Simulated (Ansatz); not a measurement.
## Geometry relaxation, with input and output: SnO₂ (part 1 of 3)

SnO₂ (slab, 12 atoms in the cell), computed with DFT PBEsol, scalar-relativistic, plane waves, PAW, no spin polarisation (Ansatz 0.2.0).

The structure derives from a Materials Project entry. The input holds or restrains some coordinates. Forces given for the steps count only the free coordinates. It belongs to a series of runs on one base structure; here: clean slab, lower half held. Figures and captions count atoms from 1; the log counts them from 0 in places.

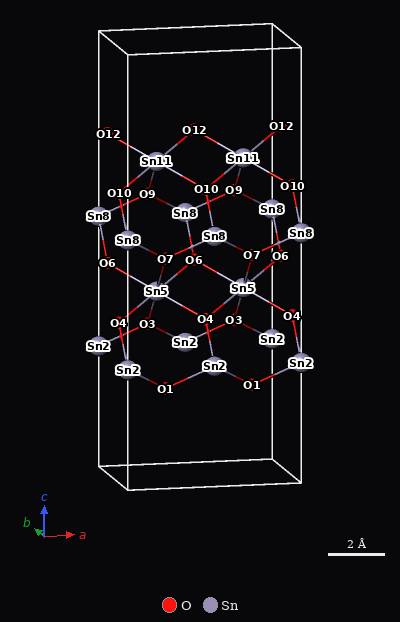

Fig. 1: The structure as given in the input (ball-and-stick view of the 2 × 1 repeat of the cell, with the vacuum cut short, seen slightly off an axis; atoms are numbered from 1 in the order of the input). An atom can appear more than once, as a periodic image. Near neighbours in the periodic cell (some may lie outside the picture): O has 2 Sn at 2.07 Å; Sn has 5 O at 2.07 Å; O has 3 Sn at 2.07 Å; Sn has 6 O at 2.07 Å.

Results in brief:

```tsv
quantity	value
outcome	converged under the restraints of the input
electrons treated	104
free energy	−28283.4151 eV
work function, top face	7.31 eV
work function, bottom face	6.92 eV
Fermi energy	−0.886 eV
gap on the k-point mesh	1.38 eV
final volume	398.37 Å³
work function (upper face)	7.31 eV
largest force (length of the vector) at the end, held atoms and coordinates included	2.334 eV/Å
hardware	2 threads of Intel Xeon @ 2.50GHz (Skylake/Cascade Lake), 189 GiB of memory available, shared host
wall time	5.7 min (CPU time 9.3 min)
peak memory	0.84 GiB
```

The program warns: the exchange-correlation potential is rough where the density is thin.

Input file:
```yaml
crystal:
  lattice:
    - [3.2119791572, 0.0, 0.0]
    - [0.0, 4.7700658454, 0.0]
    - [0.0, 0.0, 26.0012228805]
  atoms:
    - { symbol: O, position: [0.5, 0.1936529226, 0.3269077012] }
    - { symbol: Sn, position: [0.0, 0.0, 0.3624490355] }
    - { symbol: O, position: [0.5, 0.8063470774, 0.3979903698] }
    - { symbol: O, position: [0.0, 0.3063470774, 0.4186083442] }
    - { symbol: Sn, position: [0.5, 0.5, 0.4541496785] }
    - { symbol: O, position: [0.0, 0.6936529226, 0.4896910128] }
    - { symbol: O, position: [0.5, 0.1936529226, 0.5103089872] }
    - { symbol: Sn, position: [0.0, 0.0, 0.5458503215] }
    - { symbol: O, position: [0.5, 0.8063470774, 0.5813916558] }
    - { symbol: O, position: [0.0, 0.3063470774, 0.6020096302] }
    - { symbol: Sn, position: [0.5, 0.5, 0.6375509645] }
    - { symbol: O, position: [0.0, 0.6936529226, 0.6730922988] }
basis:
  ecutwfc: 420
kpoints:
  mp_grid: { grid: [8, 6, 1] }
hamiltonian:
  xc: pbesol
scf:
  occupations: { method: gaussian, width: 0.05 }
output:
  forces: true
  eigenvalues: true
  write_density: true
  write_potential: true
  elf: true
  volumetric_format: npy
relax:
  adjacent_minimum: "off"
  f_tol: 0.03
  max_steps: 70
  constraints: [{ sites: [0, 1, 2, 3, 4, 5] }]
efield:
  axis: 3
  dipole_correction: true
  ramp_width: 0.04
```

Launched with:
```bash
ansatz run input.yaml --threads 2 --pin off --max-ram 5120MiB --backend cpu --events-out ev --progress --plain --runs-dir out
```

The program's output:
```
Engine: ansatz 0.2.0, x86_64-unknown-linux-gnu
Pseudopotentials: kind: paw
Pseudopotential: O, paw, valence charge 6, recommended cutoff 420 eV (normal), O.paw.azcp
Pseudopotential: Sn, paw, valence charge 14, recommended cutoff 420 eV (normal), Sn.paw.azcp
Functional definition: PBEsol
  exchange = pbesol_x
  correlation = pbesol_c
Crystal: 12 atoms, lattice volume = 398.374 Å³
Basis set: ecut = 420 eV, 7787 PW (Γ), exchange–correlation on 48×64×360 points (8 copies of the dense FFT grid, shifted against one another)
Bands: 64, of which v1, the nominal top of the filled ones, is band 52 counted from 1 (51 counted from 0)
Symmetry: 2 space group operations
k-points: 20 of 48 (time reversal used)
Non-local potential: O, projectors of the file, l = 0: 2, l = 1: 2, l = 2: 1
Non-local potential: Sn, projectors of the file, l = 0: 2, l = 1: 2, l = 2: 2, l = 3: 2
PAW form: soft (Blöchl's): semilocal exchange-correlation on the pseudo side does not see the compensation charge
PAW frozen core: O, regenerated for the run's functional, and the local potential with it (the file was generated under x = pbe(κ = 0.804, μ = 0.2195149727645171), c = pbe(β = 0.06672455060314922))
PAW frozen core: Sn, regenerated for the run's functional, and the local potential with it (the file was generated under x = pbe(κ = 0.804, μ = 0.2195149727645171), c = pbe(β = 0.06672455060314922))
PAW one-centre angular grid: O, 110 points (default); XC on 64 Gauss nodes
PAW one-centre angular grid: Sn, 590 points (default); XC on 64 Gauss nodes
Initial density: superposition of atomic densities (neutral atoms: chi_scale 0, normalization atom), corrected by the library's trained network
Initial wavefunctions: pseudopotential atomic-orbital guess
Functional: x = pbesol(κ = 0.804, μ = 0.12345679012345678), c = pbesol(β = 0.046)
SCF iter   1: F=—  HF=-28283.211848 eV  |F-HF|=—  |Δ(HF+E_count)|=         —  Δρ=9.46e-3  dr2=2.97e-1  ethr=1.77e-3  p=0.000 e·Å  D=1.28e-13 V/Å  ΔV_dip=-0.00 eV  dr2_dipole=2.75e-8  V_vac-E_F(+/−)=6.85/6.85 eV  ⟨swp⟩=8.1  Hψ=5890  notcnv=0  defer=16
efield: sawtooth ramp at fractional position 0.9800 (placed from the atoms, in the widest stretch of the axis that holds none; the zero of the levels goes with the place), width 0.0400; the density the first Hamiltonian is built on has a dipole p = 0.000 e·Å; the dipole correction subtracts the counter field D = 1.28e-13 V/Å, which shifts the + side's vacuum level by -0.00 eV against the − side's; the planar-averaged density in the ramp window peaks in size at 5.2e-6 e/Å³
preconditioner: auto → Resta (q_TF=auto, 2.181 Å⁻¹)  ε∞=2.1  [insulator: Δε(μ)=1.183 eV  Ē_g=18.234 eV  σ=0.050 eV  W_gap=1.00  n_scr=62 (ndim 8)  ℏωp=19.0 eV  f_vac=0.591  D(μ)=0.00/eV (n_scr^D=0)  ε∞_Penn≈2.1  vacuum switching on, ρ_ref=2.4e-2 e/Å³]
SCF iter   2: F=—  HF=-28283.147723 eV  |F-HF|=—  |Δ(HF+E_count)|=   6.41e-2  Δρ=3.72e-3  dr2=4.31e-2  ethr=2.85e-4  p=0.000 e·Å  D=3.89e-5 V/Å  ΔV_dip=-0.00 eV  dr2_dipole=3.12e-8  V_vac-E_F(+/−)=7.03/7.03 eV  ⟨swp⟩=3.0  Hψ=2153  notcnv=0  defer=160
SCF iter   3: F=—  HF=-28283.137866 eV  |F-HF|=—  |Δ(HF+E_count)|=   9.86e-3  Δρ=1.15e-3  dr2=5.34e-3  ethr=4.14e-5  p=0.000 e·Å  D=9.66e-6 V/Å  ΔV_dip=-0.00 eV  dr2_dipole=2.88e-9  V_vac-E_F(+/−)=6.96/6.96 eV  ⟨swp⟩=2.0  Hψ=1724  notcnv=0  defer=160
SCF iter   4: F=—  HF=-28283.137369 eV  |F-HF|=—  |Δ(HF+E_count)|=   4.97e-4  Δρ=5.47e-4  dr2=1.10e-3  ethr=5.13e-6  p=-0.000 e·Å  D=-2.15e-6 V/Å  ΔV_dip=0.00 eV  dr2_dipole=1.86e-10  V_vac-E_F(+/−)=6.96/6.96 eV  ⟨swp⟩=2.4  Hψ=1903  notcnv=0  defer=160
SCF iter   5: F=—  HF=-28283.137385 eV  |F-HF|=—  |Δ(HF+E_count)|=   1.59e-5  Δρ=1.96e-4  dr2=1.15e-4  ethr=1.06e-6  p=-0.000 e·Å  D=-7.44e-7 V/Å  ΔV_dip=0.00 eV  dr2_dipole=1.31e-11  V_vac-E_F(+/−)=6.95/6.95 eV  ⟨swp⟩=2.9  Hψ=2061  notcnv=0  defer=160
SCF iter   6: F=—  HF=-28283.137447 eV  |F-HF|=—  |Δ(HF+E_count)|=   6.13e-5  Δρ=1.13e-4  dr2=4.32e-5  ethr=1.11e-7  p=-0.000 e·Å  D=-1.83e-7 V/Å  ΔV_dip=0.00 eV  dr2_dipole=5.16e-12  V_vac-E_F(+/−)=6.95/6.95 eV  ⟨swp⟩=2.0  Hψ=1650  notcnv=0  defer=160
SCF iter   7: F=-28283.137446 eV  HF=-28283.137446 eV  |F-HF|=2.48e-7  |Δ(HF+E_count)|=   6.12e-7  Δρ=1.72e-5  dr2=1.11e-6  ethr=2.16e-8  p=0.000 e·Å  D=4.11e-7 V/Å  ΔV_dip=-0.00 eV  dr2_dipole=2.59e-12  V_vac-E_F(+/−)=6.95/6.95 eV  ⟨swp⟩=27.2  Hψ=15678  notcnv=0
SCF 1 converged in 7 iterations: F = -28283.137446 eV  dr2 = 1.11e-6
  greatest PAW one-centre occupation: 0.996 electrons in one spin orbital (limit 2), on the Sn atom at site 7 (counted from 0), in its partial waves of l = 2
relax step   1: F+E_penalty+E_count = -28283.13744572 eV  Δ(F+E_penalty+E_count) = +0.000e0 eV  max|allowed force component| = 2.299e0 eV/Å  Δτ_max = 0.0000 Å  (7 SCF iters, dr2 threshold 2.25e-5 eV, accepted)
Initial density: handed on by an earlier stage of this run
Initial wavefunctions: those handed on with the density
iter 1 solved again at ethr=2.10e-4 eV; its pass at ethr=3.10e-3 eV (dr2=2.18e-1 eV) is discarded
SCF iter   1: F=—  HF=-28283.441047 eV  |F-HF|=—  |Δ(HF+E_count)|=         —  Δρ=8.81e-3  dr2=2.20e-1  ethr=2.10e-4  p=0.000 e·Å  D=6.84e-7 V/Å  ΔV_dip=-0.00 eV  dr2_dipole=6.99e-3  V_vac-E_F(+/−)=6.95/6.95 eV  ⟨swp⟩=1.5  Hψ=4477  notcnv=0  defer=129
efield: sawtooth ramp at fractional position 0.9800 (handed on by an earlier solve), width 0.0400; the density the first Hamiltonian is built on has a dipole p = 0.000 e·Å; the dipole correction subtracts the counter field D = 6.84e-7 V/Å, which shifts the + side's vacuum level by -0.00 eV against the − side's; the planar-averaged density in the ramp window peaks in size at 5.0e-6 e/Å³
preconditioner: auto → Resta (q_TF=auto, 2.181 Å⁻¹)  ε∞=2.1  [insulator: Δε(μ)=1.329 eV  Ē_g=18.302 eV  σ=0.050 eV  W_gap=1.00  n_scr=62 (ndim 8)  ℏωp=19.0 eV  f_vac=0.592  D(μ)=0.00/eV (n_scr^D=0)  ε∞_Penn≈2.1  vacuum switching on, ρ_ref=2.4e-2 e/Å³]
SCF iter   2: F=—  HF=-28283.383890 eV  |F-HF|=—  |Δ(HF+E_count)|=   5.72e-2  Δρ=4.62e-3  dr2=5.22e-2  ethr=2.10e-4  p=-0.048 e·Å  D=-2.19e-2 V/Å  ΔV_dip=0.57 eV  dr2_dipole=9.37e-4  V_vac-E_F(+/−)=7.36/6.79 eV  ⟨swp⟩=2.3  Hψ=1731  notcnv=0  defer=129
SCF iter   3: F=—  HF=-28283.376829 eV  |F-HF|=—  |Δ(HF+E_count)|=   7.06e-3  Δρ=3.01e-3  dr2=3.39e-2  ethr=5.02e-5  p=-0.029 e·Å  D=-1.31e-2 V/Å  ΔV_dip=0.34 eV  dr2_dipole=1.62e-3  V_vac-E_F(+/−)=7.27/6.93 eV  ⟨swp⟩=2.1  Hψ=2091  notcnv=0  defer=144
SCF iter   4: F=—  HF=-28283.370890 eV  |F-HF|=—  |Δ(HF+E_count)|=   5.94e-3  Δρ=7.54e-4  dr2=1.97e-3  ethr=3.26e-5  p=-0.042 e·Å  D=-1.91e-2 V/Å  ΔV_dip=0.50 eV  dr2_dipole=2.74e-5  V_vac-E_F(+/−)=7.39/6.89 eV  ⟨swp⟩=2.0  Hψ=1708  notcnv=0  defer=144
SCF iter   5: F=—  HF=-28283.370659 eV  |F-HF|=—  |Δ(HF+E_count)|=   2.31e-4  Δρ=2.74e-4  dr2=2.11e-4  ethr=1.90e-6  p=-0.041 e·Å  D=-1.85e-2 V/Å  ΔV_dip=0.48 eV  dr2_dipole=4.20e-7  V_vac-E_F(+/−)=7.38/6.90 eV  ⟨swp⟩=2.0  Hψ=1924  notcnv=0  defer=144
SCF iter   6: F=-28283.370672 eV  HF=-28283.370666 eV  |F-HF|=6.18e-6  |Δ(HF+E_count)|=   7.66e-6  Δρ=8.04e-5  dr2=1.63e-5  ethr=9.62e-8  p=-0.041 e·Å  D=-1.86e-2 V/Å  ΔV_dip=0.48 eV  dr2_dipole=5.43e-7  V_vac-E_F(+/−)=7.38/6.90 eV  ⟨swp⟩=27.8  Hψ=16010  notcnv=0
SCF 2 converged in 6 iterations: F = -28283.370672 eV  dr2 = 1.63e-5
  greatest PAW one-centre occupation: 0.997 electrons in one spin orbital (limit 2), on the Sn atom at site 7 (counted from 0), in its partial waves of l = 2
relax step   2: F+E_penalty+E_count = -28283.37067242 eV  Δ(F+E_penalty+E_count) = -2.332e-1 eV  max|allowed force component| = 7.360e-1 eV/Å  Δτ_max = 0.1949 Å  (6 SCF iters, dr2 threshold 1.00e-4 eV, accepted)
SCF iter   1: F=—  HF=-28283.429590 eV  |F-HF|=—  |Δ(HF+E_count)|=         —  Δρ=5.74e-3  dr2=6.04e-2  ethr=8.17e-4  p=-0.041 e·Å  D=-1.86e-2 V/Å  ΔV_dip=0.48 eV  dr2_dipole=1.31e-6  V_vac-E_F(+/−)=7.40/6.92 eV  ⟨swp⟩=4.0  Hψ=2664  notcnv=0  defer=144
efield: sawtooth ramp at fractional position 0.9800 (handed on by an earlier solve), width 0.0400; the density the first Hamiltonian is built on has a dipole p = -0.041 e·Å; the dipole correction subtracts the counter field D = -1.86e-2 V/Å, which shifts the + side's vacuum level by +0.48 eV against the − side's; the planar-averaged density in the ramp window peaks in size at 4.4e-6 e/Å³
preconditioner: auto → Resta (q_TF=auto, 2.181 Å⁻¹)  ε∞=2.1  [insulator: Δε(μ)=1.382 eV  Ē_g=18.319 eV  σ=0.050 eV  W_gap=1.00  n_scr=62 (ndim 8)  ℏωp=19.0 eV  f_vac=0.591  D(μ)=0.00/eV (n_scr^D=0)  ε∞_Penn≈2.1  vacuum switching on, ρ_ref=2.4e-2 e/Å³]
SCF iter   2: F=—  HF=-28283.414065 eV  |F-HF|=—  |Δ(HF+E_count)|=   1.55e-2  Δρ=2.79e-3  dr2=1.40e-2  ethr=5.81e-5  p=-0.041 e·Å  D=-1.85e-2 V/Å  ΔV_dip=0.48 eV  dr2_dipole=2.17e-4  V_vac-E_F(+/−)=7.39/6.91 eV  ⟨swp⟩=2.0  Hψ=1984  notcnv=0  defer=148
SCF iter   3: F=—  HF=-28283.413440 eV  |F-HF|=—  |Δ(HF+E_count)|=   6.25e-4  Δρ=1.80e-3  dr2=1.45e-2  ethr=1.35e-5  p=-0.023 e·Å  D=-1.04e-2 V/Å  ΔV_dip=0.27 eV  dr2_dipole=8.49e-4  V_vac-E_F(+/−)=7.21/6.94 eV  ⟨swp⟩=2.0  Hψ=1758  notcnv=0  defer=148
SCF iter   4: F=—  HF=-28283.410831 eV  |F-HF|=—  |Δ(HF+E_count)|=   2.61e-3  Δρ=3.89e-4  dr2=5.45e-4  ethr=1.35e-5  p=-0.032 e·Å  D=-1.47e-2 V/Å  ΔV_dip=0.38 eV  dr2_dipole=1.49e-5  V_vac-E_F(+/−)=7.30/6.92 eV  ⟨swp⟩=2.0  Hψ=1907  notcnv=0  defer=151
SCF iter   5: F=—  HF=-28283.410787 eV  |F-HF|=—  |Δ(HF+E_count)|=   4.43e-5  Δρ=2.11e-4  dr2=1.67e-4  ethr=5.24e-7  p=-0.031 e·Å  D=-1.42e-2 V/Å  ΔV_dip=0.37 eV  dr2_dipole=4.03e-7  V_vac-E_F(+/−)=7.29/6.92 eV  ⟨swp⟩=2.2  Hψ=1805  notcnv=0  defer=154
SCF iter   6: F=-28283.410761 eV  HF=-28283.410762 eV  |F-HF|=1.01e-6  |Δ(HF+E_count)|=   2.50e-5  Δρ=4.21e-5  dr2=6.04e-6  ethr=3.26e-8  p=-0.031 e·Å  D=-1.42e-2 V/Å  ΔV_dip=0.37 eV  dr2_dipole=1.92e-8  V_vac-E_F(+/−)=7.29/6.92 eV  ⟨swp⟩=25.7  Hψ=15053  notcnv=0
SCF 3 converged in 6 iterations: F = -28283.410761 eV  dr2 = 6.04e-6
  greatest PAW one-centre occupation: 0.996 electrons in one spin orbital (limit 2), on the Sn atom at site 4 (counted from 0), in its partial waves of l = 2
relax step   3: F+E_penalty+E_count = -28283.41076102 eV  Δ(F+E_penalty+E_count) = -4.009e-2 eV  max|allowed force component| = 2.429e-1 eV/Å  Δτ_max = 0.1096 Å  (6 SCF iters, dr2 threshold 3.39e-5 eV, accepted)
```
